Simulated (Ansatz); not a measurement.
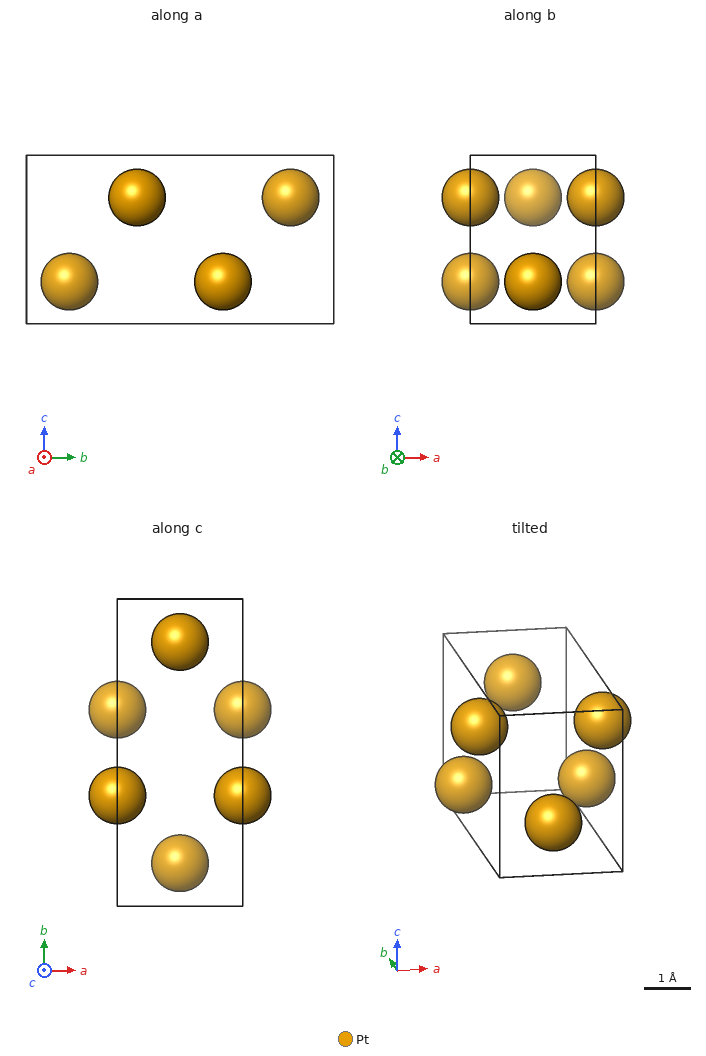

A spheres-only rendering, viewed along the a axis, along the b axis, along the c axis and slightly off an axis. The edges of the conventional unit cell are marked.

Lattice parameters: a = 2.779 Å, b = 6.815 Å, c = 3.735 Å, α = 90.00°, β = 90.00°, γ = 90.00°.

Write the structure as a table of Wyckoff sites, with free fractional coordinates to two decimals.

Space group Cmcm (No. 63).
```tsv
atom	site	x	y	z
Pt	4c	0.50	0.14	0.25
```

The cell started as a structure type filled with this element by a generator (whether the element takes this form wasn't checked). Earlier steps of the study may have refined or changed the cell and positions. An electronic-structure calculation with Ansatz was run on it.

At this level of theory the cell isn't at rest (stretched, at -15 GPa), so its distances can differ from those at equilibrium, the more so the softer the solid.
